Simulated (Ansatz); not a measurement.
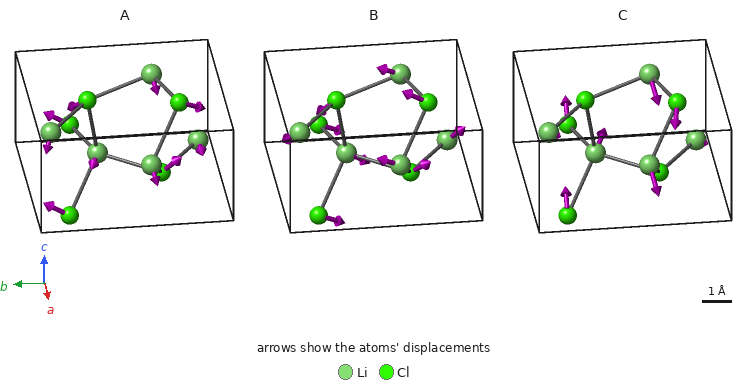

Modes of crystalline LiCl (a generated structure), space group P4₁2₁2 (No. 92), at the zone centre (one member of each degenerate set). The purple arrows give the relative displacements of the atoms. Style: ball-and-stick. Shown: the cell of the calculation, from a free direction.

Method: DFT PBE, scalar-relativistic, plane waves, PAW (Ansatz 0.2.0).

Frequencies are those without the non-analytic (LO–TO) term.

> Give the symmetry species and the selection rules of each.

A is A₂, infrared-active by symmetry (150 cm⁻¹). B is B₁, Raman-active by symmetry (44 cm⁻¹). C is E, infrared- and Raman-active by symmetry (62 cm⁻¹).
